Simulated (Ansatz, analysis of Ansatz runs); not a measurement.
# Local vibrational mode of the U centre (hydride ion on a halide site) in LiF (PBE)

Aim: the local vibrational mode of the U centre (hydride ion on a halide site) in LiF, to be set beside the measurement. Set-up: PBE, 64-site cell, PBE lattice, 420 eV, k: the single point 1/4 1/4 1/4. The model is a cell of 64 host atoms with 1 F taken out and 1 H put in. The frequencies come from force constants among the defect atom and its neighbours, with the masses of the isotopes named. A local or semilocal functional is the cheapest first rung.

Measured beforehand: Threefold local mode of H-: 1024 cm⁻¹, by infrared absorption (4.2-77 K) (quoted in “Electronic Absorption and Internal and External Vibrational Data of Atomic and Molecular Ions Doped in Alkali Halide Crystals (NSRDS-NBS 52)”, 1974, S. C. Jain, A. V. R. Warrier, S. K. Agarwal, quoting earlier work (1969)). Threefold local mode of D-: 746 cm⁻¹, by infrared absorption (4.2-77 K) (quoted in “Electronic Absorption and Internal and External Vibrational Data of Atomic and Molecular Ions Doped in Alkali Halide Crystals (NSRDS-NBS 52)”, 1974, S. C. Jain, A. V. R. Warrier, S. K. Agarwal, quoting earlier work (1969)). The runs below try to reproduce this.

Calculated with Ansatz 0.2.0; plane-wave PAW DFT, PBE; relaxation of all atoms of a defect supercell.

## Step 1: The starting structure

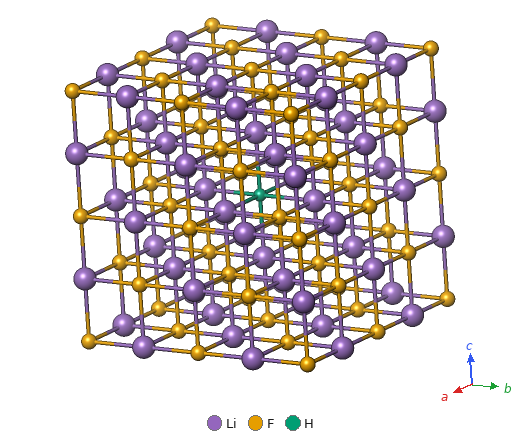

The starting structure, seen slightly off an axis (lithium purple, fluorine orange, hydrogen teal). Some periodic images of atoms are drawn too.

The cell holds 64 atoms: 32 Li, 31 F and 1 H. Its edges and angles: a = 8.134 Å, b = 8.134 Å, c = 8.134 Å, α = 90.0°, β = 90.0°, γ = 90.0°. It derives from LiF (space group Fm-3m). Nearest the centre at fractional (0.250, 0.500, 0.500): H31 at 0.00 Å, Li28 at 2.03 Å, Li12 at 2.03 Å, Li19 at 2.03 Å, Li25 at 2.03 Å, Li57 at 2.03 Å, Li27 at 2.03 Å, F24 at 2.88 Å.

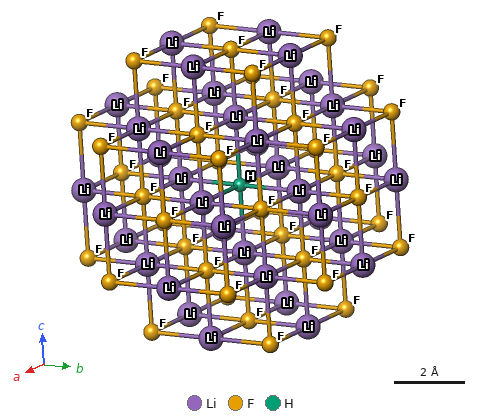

The atoms within 5 Å of the centre.

The host's primitive cell comes from a first run (plane-wave PAW DFT, PBE; relaxation of the host's cell and atoms): vectors of 2.876, 2.876 and 2.876 Å. That is 8.41 Å³ an atom, 2.9 % over the diffraction cell's volume. The supercell is built on it.

## Step 2: Relaxation, charge 0

Every later number rests on the structure around the defect, so the atoms are relaxed at the host's lattice first.

Contents of relax/input.yaml:

```yaml
relax:
  f_tol: 0.01
  max_steps: 80
  escape_saddle: false
crystal:
  lattice:
    - [8.1342575, 0.0, 0.0]
    - [0.0, 8.1342575, 0.0]
    - [0.0, 0.0, 8.1342575]
  atoms:
    - { symbol: Li, position: [0.0, 0.0, 0.0] }
    - { symbol: Li, position: [0.0, 0.25, 0.25] }
    - { symbol: Li, position: [0.25, 0.0, 0.25] }
    - { symbol: Li, position: [0.25, 0.25, 0.0] }
    - { symbol: F, position: [0.0, 0.0, 0.25] }
    - { symbol: F, position: [0.0, 0.25, 0.0] }
    - { symbol: F, position: [0.25, 0.0, 0.0] }
    - { symbol: F, position: [0.25, 0.25, 0.25] }
    - { symbol: Li, position: [0.0, 0.0, 0.5] }
    - { symbol: Li, position: [0.0, 0.25, 0.75] }
    - { symbol: Li, position: [0.25, 0.0, 0.75] }
    - { symbol: Li, position: [0.25, 0.25, 0.5] }
    - { symbol: F, position: [0.0, 0.0, 0.75] }
    - { symbol: F, position: [0.0, 0.25, 0.5] }
    - { symbol: F, position: [0.25, 0.0, 0.5] }
    - { symbol: F, position: [0.25, 0.25, 0.75] }
    - { symbol: Li, position: [0.0, 0.5, 0.0] }
    - { symbol: Li, position: [0.0, 0.75, 0.25] }
    - { symbol: Li, position: [0.25, 0.5, 0.25] }
    - { symbol: Li, position: [0.25, 0.75, 0.0] }
    - { symbol: F, position: [0.0, 0.5, 0.25] }
    - { symbol: F, position: [0.0, 0.75, 0.0] }
    - { symbol: F, position: [0.25, 0.5, 0.0] }
    - { symbol: F, position: [0.25, 0.75, 0.25] }
    - { symbol: Li, position: [0.0, 0.5, 0.5] }
    - { symbol: Li, position: [0.0, 0.75, 0.75] }
    - { symbol: Li, position: [0.25, 0.5, 0.75] }
    - { symbol: Li, position: [0.25, 0.75, 0.5] }
    - { symbol: F, position: [0.0, 0.5, 0.75] }
    - { symbol: F, position: [0.0, 0.75, 0.5] }
    - { symbol: H, position: [0.25, 0.5, 0.5] }
    - { symbol: F, position: [0.25, 0.75, 0.75] }
    - { symbol: Li, position: [0.5, 0.0, 0.0] }
    - { symbol: Li, position: [0.5, 0.25, 0.25] }
    - { symbol: Li, position: [0.75, 0.0, 0.25] }
    - { symbol: Li, position: [0.75, 0.25, 0.0] }
    - { symbol: F, position: [0.5, 0.0, 0.25] }
    - { symbol: F, position: [0.5, 0.25, 0.0] }
    - { symbol: F, position: [0.75, 0.0, 0.0] }
    - { symbol: F, position: [0.75, 0.25, 0.25] }
    - { symbol: Li, position: [0.5, 0.0, 0.5] }
    - { symbol: Li, position: [0.5, 0.25, 0.75] }
    - { symbol: Li, position: [0.75, 0.0, 0.75] }
    - { symbol: Li, position: [0.75, 0.25, 0.5] }
    - { symbol: F, position: [0.5, 0.0, 0.75] }
    - { symbol: F, position: [0.5, 0.25, 0.5] }
    - { symbol: F, position: [0.75, 0.0, 0.5] }
    - { symbol: F, position: [0.75, 0.25, 0.75] }
    - { symbol: Li, position: [0.5, 0.5, 0.0] }
    - { symbol: Li, position: [0.5, 0.75, 0.25] }
    - { symbol: Li, position: [0.75, 0.5, 0.25] }
    - { symbol: Li, position: [0.75, 0.75, 0.0] }
    - { symbol: F, position: [0.5, 0.5, 0.25] }
    - { symbol: F, position: [0.5, 0.75, 0.0] }
    - { symbol: F, position: [0.75, 0.5, 0.0] }
    - { symbol: F, position: [0.75, 0.75, 0.25] }
    - { symbol: Li, position: [0.5, 0.5, 0.5] }
    - { symbol: Li, position: [0.5, 0.75, 0.75] }
    - { symbol: Li, position: [0.75, 0.5, 0.75] }
    - { symbol: Li, position: [0.75, 0.75, 0.5] }
    - { symbol: F, position: [0.5, 0.5, 0.75] }
    - { symbol: F, position: [0.5, 0.75, 0.5] }
    - { symbol: F, position: [0.75, 0.5, 0.5] }
    - { symbol: F, position: [0.75, 0.75, 0.75] }
basis:
  ecutwfc: 420
  xc_grid: 2
hamiltonian:
  xc: pbe
kpoints:
  mp_grid: { grid: [1, 1, 1], shift: [0.25, 0.25, 0.25] }
scf:
  occupations: { method: fermi_dirac, width: 0.01 }
  max_iter: 120
output:
  forces: true
checkpoint:
  write: "../relax.run"
  compress: false
  write_wavefunctions: true
  write_every: 100000
```

Launch:

```sh
$ ansatz run input.yaml --threads 2 --pin off --max-ram 3768MiB --backend cpu --events-out ev --progress --plain --runs-dir out
```

Numbers of over 12 decimals in the logs are rounded to 6 here.

The program printed:

```text
[... repeated set-up lines and file paths are left out, and long positions are rounded to six places ...]
Engine: ansatz 0.2.0, x86_64-unknown-linux-gnu
Pseudopotentials: kind: paw
Pseudopotential: Li, paw, valence charge 3, recommended cutoff 420 eV (normal), Li.paw.azcp
Pseudopotential: F, paw, valence charge 7, recommended cutoff 420 eV (normal), F.paw.azcp
Pseudopotential: H, paw, valence charge 1, recommended cutoff 420 eV (normal), H.paw.azcp
Functional definition: PBE
  parameter kappa = 0.804
  parameter beta = 0.066725
  exchange = pbe_x(kappa = kappa, mu = beta*pi^2/3)
  correlation = pbe_c(beta = beta)
Crystal: 64 atoms, lattice volume = 538.212 Å³
Basis set: ecut = 420 eV, 10443 PW (Γ), exchange–correlation on 120×120×120 points (8 copies of the dense FFT grid, shifted against one another)
Bands: 221, of which v1, the nominal top of the filled ones, is band 157 counted from 1 (156 counted from 0)
Symmetry: 12 space group operations
k-points: 1
Non-local potential: Li, projectors of the file, l = 0: 3, l = 1: 2, l = 2: 1
Non-local potential: F, projectors of the file, l = 0: 2, l = 1: 2, l = 2: 1
Non-local potential: H, projectors of the file, l = 0: 2, l = 1: 1
PAW form: soft (Blöchl's): semilocal exchange-correlation on the pseudo side does not see the compensation charge
PAW one-centre angular grid: Li, 110 points (default); XC on 64 Gauss nodes
PAW one-centre angular grid: F, 110 points (default); XC on 64 Gauss nodes
PAW one-centre angular grid: H, 110 points (default); XC on 64 Gauss nodes
Initial density: superposition of atomic densities (neutral atoms: chi_scale 0, normalization atom), corrected by the library's trained network
Initial wavefunctions: pseudopotential atomic-orbital guess
Functional: x = pbe(κ = 0.804, μ = 0.219515), c = pbe(β = 0.066725)
SCF iter   1: F=—  HF=-31722.552249 eV  |F-HF|=—  |Δ(HF+E_count)|=         —  Δρ=7.27e-4  dr2=1.94e-3  ethr=1.77e-3  ⟨swp⟩=6.0  Hψ=949  notcnv=0  defer=22
preconditioner: auto → Resta (q_TF=auto, 2.494 Å⁻¹)  ε∞=2.7  [insulator: Δε(μ)=7.265 eV  Ē_g=19.672 eV  σ=0.010 eV  W_gap=1.00  n_scr=146 (ndim 8)  ℏωp=25.3 eV  f_vac=0.000  D(μ)=0.00/eV (n_scr^D=0)  ε∞_Penn≈2.7]
SCF iter   2: F=—  HF=-31722.573043 eV  |F-HF|=—  |Δ(HF+E_count)|=   2.08e-2  Δρ=3.61e-4  dr2=4.36e-4  ethr=6.16e-7  ⟨swp⟩=2.0  Hψ=356  notcnv=0  defer=56
SCF iter   3: F=—  HF=-31722.574106 eV  |F-HF|=—  |Δ(HF+E_count)|=   1.06e-3  Δρ=1.27e-4  dr2=9.30e-5  ethr=1.39e-7  ⟨swp⟩=2.0  Hψ=267  notcnv=0  defer=56
SCF iter   4: F=—  HF=-31722.574242 eV  |F-HF|=—  |Δ(HF+E_count)|=   1.36e-4  Δρ=3.01e-5  dr2=4.56e-6  ethr=2.96e-8  ⟨swp⟩=2.0  Hψ=259  notcnv=0  defer=56
iter 5 did not close the SCF: its close was put off for the readings that it lacked (scf_convergence_deferred on its scf_iter line)
SCF iter   5: F=-31722.574243 eV  HF=-31722.574244 eV  |F-HF|=7.90e-7  |Δ(HF+E_count)|=   1.26e-6  Δρ=1.88e-5  dr2=1.08e-6  ethr=1.45e-9  ⟨swp⟩=2.0  Hψ=296  notcnv=0  defer=56
SCF iter   6: F=-31722.574243 eV  HF=-31722.574243 eV  |F-HF|=3.69e-8  |Δ(HF+E_count)|=   2.55e-7  Δρ=3.77e-6  dr2=4.80e-8  ethr=3.43e-10  ⟨swp⟩=1.0  Hψ=509  notcnv=0
SCF 1 converged in 6 iterations: F = -31722.574243 eV  dr2 = 4.80e-8
  greatest PAW one-centre occupation: 1.000 electrons in one spin orbital (limit 2), on the Li atom at site 51 (counted from 0), in its partial waves of l = 0
relax step   1: F+E_penalty+E_count = -31722.57424348 eV  Δ(F+E_penalty+E_count) = +0.000e0 eV  max|allowed force component| = 3.319e-2 eV/Å  Δτ_max = 0.0000 Å  (6 SCF iters, dr2 threshold 2.50e-6 eV, accepted)
[... the SCF cycles and remarks between the steps are left out from here to the last step ...]
relax step   2: F+E_penalty+E_count = -31722.57474186 eV  Δ(F+E_penalty+E_count) = -4.984e-4 eV  max|allowed force component| = 1.518e-2 eV/Å  Δτ_max = 0.0028 Å  (5 SCF iters, accepted)
SCF iter   1: F=—  HF=-31722.554109 eV  |F-HF|=—  |Δ(HF+E_count)|=         —  Δρ=2.28e-4  dr2=1.38e-4  ethr=4.17e-7  ⟨swp⟩=4.0  Hψ=501  notcnv=0  defer=56
SCF iter   2: F=—  HF=-31722.554150 eV  |F-HF|=—  |Δ(HF+E_count)|=   4.15e-5  Δρ=1.23e-4  dr2=4.45e-5  ethr=4.41e-8  ⟨swp⟩=1.0  Hψ=255  notcnv=0  defer=56
SCF iter   3: F=—  HF=-31722.574977 eV  |F-HF|=—  |Δ(HF+E_count)|=   2.08e-2  Δρ=4.40e-5  dr2=6.07e-6  ethr=1.42e-8  ⟨swp⟩=2.0  Hψ=330  notcnv=0  defer=56
SCF iter   4: F=—  HF=-31722.574977 eV  |F-HF|=—  |Δ(HF+E_count)|=   4.57e-7  Δρ=1.31e-5  dr2=3.59e-7  ethr=1.93e-9  ⟨swp⟩=3.0  Hψ=267  notcnv=0  defer=56
SCF iter   5: F=-31722.574978 eV  HF=-31722.574977 eV  |F-HF|=2.67e-8  |Δ(HF+E_count)|=   9.54e-7  Δρ=2.51e-6  dr2=1.36e-8  ethr=3.18e-11  ⟨swp⟩=3.0  Hψ=539  notcnv=0
SCF 3 converged in 5 iterations: F = -31722.574978 eV  dr2 = 1.36e-8
relax step   3: F+E_penalty+E_count = -31722.57497752 eV  Δ(F+E_penalty+E_count) = -2.357e-4 eV  max|allowed force component| = 3.250e-3 eV/Å  Δτ_max = 0.0028 Å  (5 SCF iters, accepted)
NSCF: frozen V_eff on 1 k-points
the band table was solved once a step of the walk had ended and its energy, with any forces and stress, was formed, with the checks that follow a solve (1005 applications of the Hamiltonian). They found nothing against the state; [...]
SCF converged after 5 iterations
Free energy (F): -31722.574978 eV
Harris-Foulkes:  -31722.574977 eV  (|F-HF|=2.67e-8)
Internal energy: -31722.574978 eV  (E = F + TS)
E sigma→0 (E₀):  -31722.574978 eV
Fermi energy:    6.361951 eV
--- Per-component energies (eV) ---
  E_band       = -3826.621024
  E_kinetic    = 7172.837697
  E_local      = -20636.587466  (includes V_loc(G=0)·N_el)
  E_nonlocal   = 1218.397284
  E_hartree    = 7277.522348
  E_xc         = -2864.017397
  E_vxc        = -3673.622720  (∫ρ·V_xc dr)
  E_paw        = -6895.867307  (= ΣΔE_a)
  E_vpaw       = -2462.757255  (= ΣTr[D̂ρ^β])
  E_aug_tail   = 0.068348  (compensation charges beyond the density's cutoff)
  E_ewald      = -16994.928484
  E_smearing   = -0.000000  (= −TS)
  E_closure    = 0.000000  (closes the sum)
  Σ components = -31722.574978   (vs F -31722.574978, Δ=0.00e0)
--- Forces (eV/Å), atoms counted from 1 ---
  atom   1  Li    -0.00092053     0.00000332     0.00000332
  atom   2  Li     0.00296273     0.00296273     0.00296273
  [... 9 atoms left out ...]
  atom  12  Li    -0.00007878     0.00066945    -0.00007878
  [... 1 atom left out ...]
  atom  14  F     -0.00069359    -0.00069359    -0.00005785
  [... 4 atoms left out ...]
  atom  19  Li    -0.00007878    -0.00007878     0.00066945
  [... 4 atoms left out ...]
  atom  24  F     -0.00000000     0.00071075    -0.00071075
  atom  25  Li     0.00066945    -0.00007878    -0.00007878
  [... 1 atom left out ...]
  atom  27  Li     0.00007878     0.00007878    -0.00066945
  atom  28  Li     0.00007878    -0.00066945     0.00007878
  [... 1 atom left out ...]
  atom  30  F     -0.00071075     0.00071075    -0.00000000
  atom  31  H     -0.00000000     0.00000000     0.00000000
  [... 25 atoms left out ...]
  atom  57  Li    -0.00066945     0.00007878     0.00007878
  [... 7 atoms left out ...]
  max |Σ_I F_I| component: 4.45e-18 eV/Å
--- Band table (eV) ---
  k-point 0: bands = ["-40.3019", "-40.2873", "-40.2873", "-40.2821", [... 213 left out ...] "18.2360", "18.2360", "18.2953", "18.4136"]
--- Relaxed structure (3 steps of the walk, 3 accepted, 0 SCFs on fresh bases) ---
  F+E_penalty+E_count = -31722.57497752 eV   max|allowed force component| = 3.250e-3 eV/Å
  atoms:
    - { symbol: Li, position: [2.7322506007967607e-6, 4.260713619949627e-7, 4.2607136199496303e-7] }
    - { symbol: Li, position: [0.000154, 0.250154, 0.250154] }
    [... 9 atoms left out ...]
    - { symbol: Li, position: [0.249981, 0.249314, 0.499981] }
    [... 1 atom left out ...]
    - { symbol: F, position: [8.023732543194841e-5, 0.250080, 0.499989] }
    [... 4 atoms left out ...]
    - { symbol: Li, position: [0.249981, 0.499981, 0.249314] }
    [... 4 atoms left out ...]
    - { symbol: F, position: [0.25, 0.749915, 0.250085] }
    - { symbol: Li, position: [-0.000686, 0.499981, 0.499981] }
    [... 1 atom left out ...]
    - { symbol: Li, position: [0.250019, 0.500019, 0.750686] }
    - { symbol: Li, position: [0.250019, 0.750686, 0.500019] }
    [... 1 atom left out ...]
    - { symbol: F, position: [8.507305008410395e-5, 0.749915, 0.5] }
    - { symbol: H, position: [0.25, 0.5, 0.5] }
    [... 25 atoms left out ...]
    - { symbol: Li, position: [0.500686, 0.500019, 0.500019] }
    [... 7 atoms left out ...]
```

Wall time 13 s (2 threads of Intel Xeon Platinum 8375C at 2.90GHz (Ice Lake), shared host); peak memory 1.1 GiB; 25 s of CPU time.

Relaxation path:

| step | energy less that of the first step (eV) | largest force component (eV/Å) |
| --- | --- | --- |
| 1 | 0.0000 | 0.0332 |
| 2 | -0.0005 | 0.0152 |
| 3 | -0.0007 | 0.0032 |

The run keeps the 12 symmetry operations that it works with, so distortions that break them were not tested.

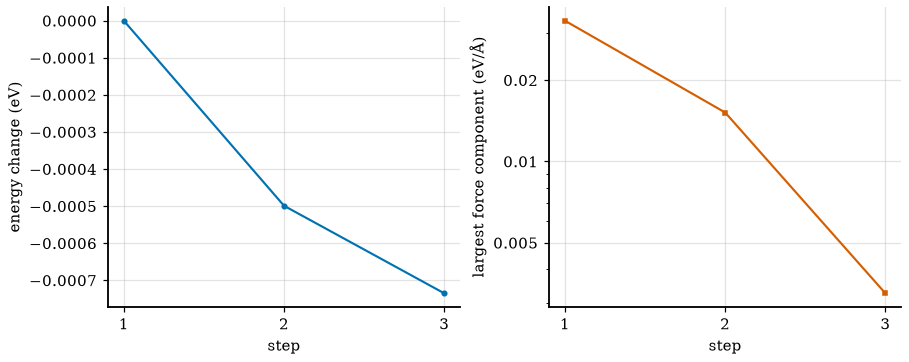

Energy and largest force along the relaxation.

Neighbours of H31 at the end:

| atom | distance (Å) |
| --- | --- |
| Li28 | 2.039 |
| Li27 | 2.039 |
| Li57 | 2.039 |
| Li25 | 2.039 |
| Li12 | 2.039 |
| Li19 | 2.039 |
| F30 | 2.875 |
| F29 | 2.875 |
| F24 | 2.875 |
| F46 | 2.875 |
| F16 | 2.875 |
| F53 | 2.875 |
| F21 | 2.875 |
| F8 | 2.875 |
| F14 | 2.875 |
| F61 | 2.875 |

This step gave:

```
free energy : -31722.5750 eV
```

First to last step the energy falls by 0.001 eV; the largest move, 0.006 Å, is that of Li12 and 5 other atoms alike.

## Step 3: Local vibrational modes

A local mode lives on the defect and the atoms next to it, so only the sites listed in the input are displaced, which costs far fewer SCF runs than the whole cell would.

This step: plane-wave PAW DFT, PBE; finite-displacement force constants among the atoms nearest to a defect, the others at rest.

Contents of modes/input.yaml:

```yaml
crystal:
  lattice:
    - [8.1342575, 0.0, 0.0]
    - [0.0, 8.1342575, 0.0]
    - [0.0, 0.0, 8.1342575]
  atoms:
    - { symbol: Li, position: [2.732e-06, 4.26e-07, 4.26e-07] }
    - { symbol: Li, position: [0.000153587, 0.250153587, 0.250153587] }
[... 9 atom lines left out ...]
    - { symbol: Li, position: [0.249981192, 0.24931377, 0.499981192] }
[... 6 atom lines left out ...]
    - { symbol: Li, position: [0.249981192, 0.499981192, 0.24931377] }
[... 4 atom lines left out ...]
    - { symbol: F, position: [0.25, 0.749914927, 0.250085073] }
    - { symbol: Li, position: [-0.00068623, 0.499981192, 0.499981192] }
[... 1 atom line left out ...]
    - { symbol: Li, position: [0.250018808, 0.500018808, 0.75068623] }
    - { symbol: Li, position: [0.250018808, 0.75068623, 0.500018808] }
    - { symbol: F, position: [8.5073e-05, 0.5, 0.749914927] }
    - { symbol: F, position: [8.5073e-05, 0.749914927, 0.5] }
    - { symbol: H, position: [0.25, 0.5, 0.5] }
[... 14 atom lines left out ...]
    - { symbol: F, position: [0.499914927, 0.250085073, 0.5] }
[... 6 atom lines left out ...]
    - { symbol: F, position: [0.499914927, 0.5, 0.250085073] }
[... 3 atom lines left out ...]
    - { symbol: Li, position: [0.50068623, 0.500018808, 0.500018808] }
[... 6 atom lines left out ...]
    - { symbol: F, position: [0.749995842, 0.749961304, 0.749961304] }
basis:
  ecutwfc: 420
  xc_grid: 2
hamiltonian:
  xc: pbe
kpoints:
  mp_grid: { grid: [1, 1, 1], shift: [0.25, 0.25, 0.25] }
scf:
  occupations: { method: fermi_dirac, width: 0.01 }
  max_iter: 120
output: {}
checkpoint:
  read: "../relax.run"
phonons:
  supercell: [1, 1, 1]
  displaced_sites: [11, 18, 24, 26, 27, 30, 56]
```

The program printed:

```text
[...]
Crystal: 64 atoms, lattice volume = 538.212 Å³
Basis set: ecut = 420 eV, 10443 PW (Γ), exchange–correlation on 120×120×120 points (8 copies of the dense FFT grid, shifted against one another)
Bands: 221, of which v1, the nominal top of the filled ones, is band 157 counted from 1 (156 counted from 0)
[... 1 set-up line as in the run before ...]
k-points: 1
[...]
iter 1 solved again at ethr=4.27e-12 eV; its pass at ethr=3.10e-3 eV (dr2=1.34e-8 eV) is discarded
[...]
SCF iter   4: F=-31722.574978 eV  HF=-31722.574978 eV  |F-HF|=4.00e-11  |Δ(HF+E_count)|=  8.51e-10  Δρ=8.72e-8  dr2=3.36e-11  ethr=1.00e-12  ⟨swp⟩=2.0  Hψ=635  notcnv=0
SCF 1 converged in 4 iterations: F = -31722.574978 eV  dr2 = 3.36e-11
[...]
Symmetry: 2 space group operations
[...]
SCF 2 converged in 8 iterations: F = -31722.574968 eV  dr2 = 1.82e-12
[...]
force constants formed among 7 of 64 sites (Li 11, Li 18, Li 24, Li 26, Li 27, H 30, Li 56); the other 57 at rest. The modes move the named sites alone.
  the frequencies, the zero-point energy and the sums are of the block with the acoustic sum rule laid on its rows. Row sums over every site: 5.6e-3 eV/Å² at the most
  transpose residual: 2.7e-5 eV/Å²
  largest component of a force at the reference: 6.9e-4 eV/Å on a named site, 3.2e-3 eV/Å on a site at rest
  frequencies among the named sites at Γ of the cell (cm⁻¹): 294.24 294.24 294.37 301.01 301.01 301.07 339.19 339.19 345.17 345.17 345.21 379.66 379.66 379.66 417.57 417.62 417.62 477.44 934.76 934.76 936.97
  unstable modes among the named sites: 0
  frequencies as built, with no sum rule (cm⁻¹): 294.61 294.61 294.74 301.21 301.21 301.27 339.35 339.35 345.49 345.49 345.53 379.92 379.93 379.93 417.84 417.89 417.89 477.55 934.70 934.70 936.92
  zero-point energy: 0.568815 eV/cell   skipped modes (ω ≤ 0): 0
  not written: the harmonic force-constant file, the file of eigenvectors (these modes' are written with the force constants), the density of states and the dispersion, which are of every site
[key lines of the parts left out:]
SCF converged after 4 iterations
Free energy (F): -31722.574978 eV
Fermi energy:    6.361954 eV
```

Run time: 38 s. Hardware: 2 threads; peak memory 1.1 GiB.

Numbers from this step:

- free energy: -31722.5750 eV

The modes with the largest weight on the probed atoms (the light atom of a pair), for the masses of each isotope. Modes of the displaced atoms (local only where they lie over the host's phonons):

| isotopes | mode (cm⁻¹) | share of the defect atoms |
| --- | --- | --- |
| H | 937 | 0.984 |
| H | 934.8 | 0.984 |
| H | 934.8 | 0.984 |
| D | 669.2 | 0.954 |
| D | 667.6 | 0.954 |
| D | 667.6 | 0.954 |

## Step 4: Results

```yaml
distance_from_the_defect_atom_to_its_nearest_neighbour: 2.039 Å
threefold_local_mode_of_h: 936 cm⁻¹
threefold_local_mode_of_d: 668 cm⁻¹
time_of_the_whole_chain: 53 s on 2 threads
```

Threefold local mode of H-: computed 936 cm⁻¹, measured 1024 cm⁻¹; 88 cm⁻¹ (9 %) below the measurement. Threefold local mode of D-: computed 668 cm⁻¹, measured 746 cm⁻¹; 78 cm⁻¹ (10 %) below the measurement. The ion's well is wide, so the mode is sensitive to the lattice constant, one possible source of the difference. Only the named neighbours move, so modes near the host's band are approximate. Limits: the one k-point off the zone centre lowers the symmetry, so the threefold mode splits and its value here is the mean of the parts; the periodic copies of the defect are only 8.1 Å apart.

[Logs are printed without paths, hosts, clocks, repeated set-up lines and the standing remarks that a program may print on its own settings, such as how far it seeks lower states.]

[Hosts, paths, dates, database ids (printed as entryN), source tags and the programs' standing remarks are cut or masked in the printed files.]

[For some hosts the program warned that the k-mesh of the response run may be too coarse for force constants and the static dielectric constant; such warnings are not shown here.]
